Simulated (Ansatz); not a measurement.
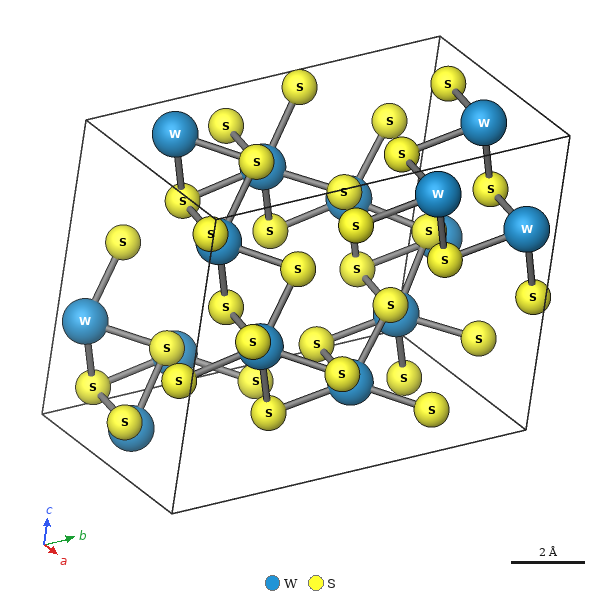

This ball-and-stick model is shown from a general direction. The supercell is drawn as a box. The host is WS$_{2}$, in a cell of 39 sites, and the cell carries a charge of -2.

Question: Spot the defect.

Answer: A tungsten vacancy. Around the empty site lie six S at about 2.4 to 2.5 Å.

Calculation details: Ansatz 0.2.0, DFT PBE, scalar-relativistic, plane waves, PAW; E_cut = 420 eV, a 2×2×2 mesh of k-points, Gaussian smearing of 0.01 eV, collinear spins.

Question: Is a magnetic moment found?

Answer: No net moment.

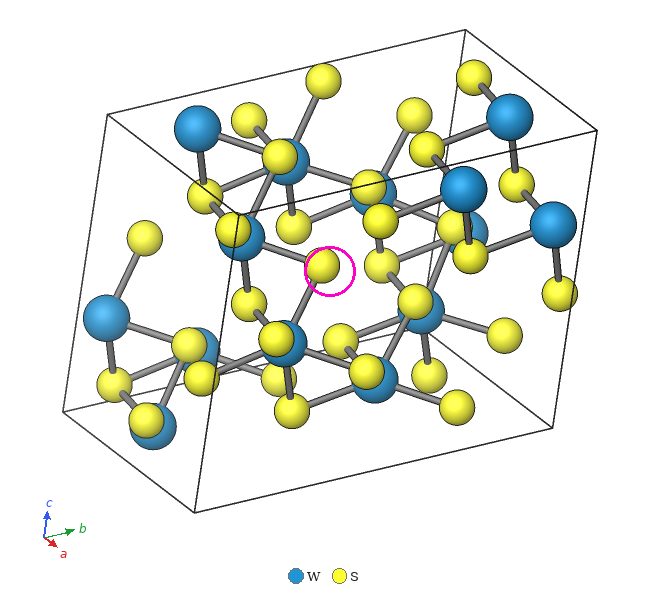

The same cell with a ring at the defect's site.

The atoms were relaxed in the host's cell with DFT PBE, scalar-relativistic, plane waves, PAW in Ansatz 0.2.0.
